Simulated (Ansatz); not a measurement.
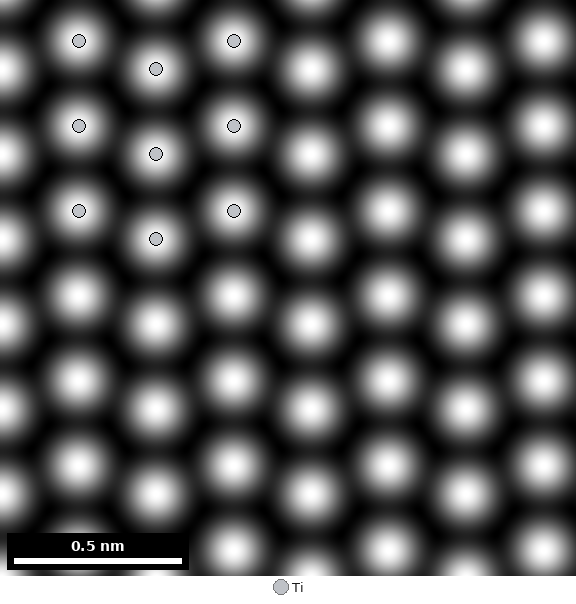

Z-contrast image of Ti (P6_3/mmc, No. 194) along [100]. The image is simulated as a sum over atoms of Z^1.7, blurred by a 1.28 Å probe (no channelling). The display is stretched by a gamma of 0.8; percentages refer to the linear signal. Structure: the geometry relaxed with Ansatz 0.2.0, DFT, r2SCAN, plane waves (500 eV) with PAW, scalar-relativistic; the starting structure was generated, so it need not be a known form of this composition.

Coloured dots in one corner mark the columns of the model.

**Describe what the image shows.**

The columns repeat on a rectangular net of 2.54 × 4.64 Å (plane group p2mg). All columns are alike (Ti). The shortest distance between visible columns is 2.47 Å in projection. Along the beam the structure repeats every 2.94 Å.
